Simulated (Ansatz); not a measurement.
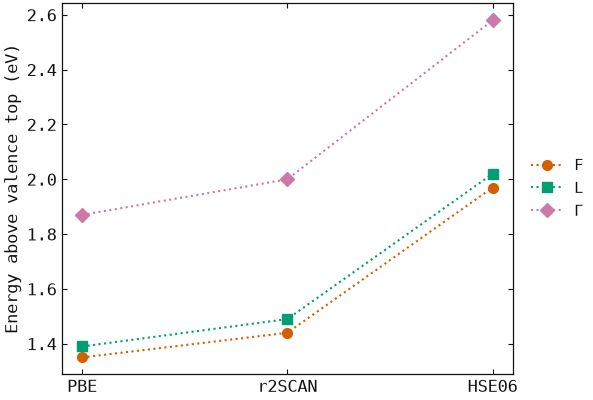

Lowest conduction level at each named k point, counted from the valence-band top at Z, by several methods on one cell of MoS$_{2}$, space group R3m, 3 atoms in the primitive cell, relaxed with r2SCAN+rVV10, then under +1 % epitaxial xy strain; a = 3.207 Å, c = 18.489 Å (hexagonal axes). All runs are without spin-orbit coupling and carry no moments. Points keep the names that they have in the unstrained cell. The names follow the standardised cell of this lattice; in reduced coordinates of the cell that was run, F is (−0.5, 0, −0.5), L is (0, 0, −0.5) and Z is (−0.5, −0.5, −0.5). The smallest gap lies off these points.

> Does HSE06 shift these levels rigidly from PBE?

The shifts are +0.62 eV at F, +0.63 eV at L and +0.71 eV at Γ, and at points that aren't plotted +0.72 eV (Z): over the named points that both runs hold, a spread of 0.10 eV on a mean of 0.67 eV, so one shift describes them well.

> How do the methods rank at F?

From low to high: PBE 1.35, r2SCAN 1.44, HSE06 1.97 eV.

| method | program | F (eV) | L (eV) | Γ (eV) |
| --- | --- | --- | --- | --- |
| PBE | Ansatz | 1.35 | 1.39 | 1.87 |
| r2SCAN | Ansatz | 1.44 | 1.49 | 2.00 |
| HSE06 | Ansatz | 1.97 | 2.02 | 2.58 |

Settings. PBE: Ansatz PAW set, 10×10×10 k mesh, 420 eV cutoff, Fermi-Dirac smearing of 0.02 eV (Ansatz). r2SCAN: Ansatz PAW set, 10×10×10 k mesh, 500 eV cutoff, fixed occupations (Ansatz). HSE06: Ansatz PAW set, 6×6×6 k mesh, 420 eV cutoff, fixed occupations (Ansatz 0.2.0).

Spin-orbit coupling is left out, which matters for Mo. The cell was built by a generator and needn't be a form met in nature. LDA, GGA and most meta-GGA functionals understate gaps. r2SCAN and HSE06: the PAW data sets were made with another functional. HSE06: the k mesh is thin for exact exchange. Over all k points computed the smallest gap is 0.76 eV in PBE, 0.82 eV in r2SCAN and 1.19 eV in HSE06, from the valence top at Z to the conduction bottom at a point off the named ones. The names follow the standardised cell of this lattice; in reduced coordinates of the cell that was run, Z is (−0.5, −0.5, −0.5).
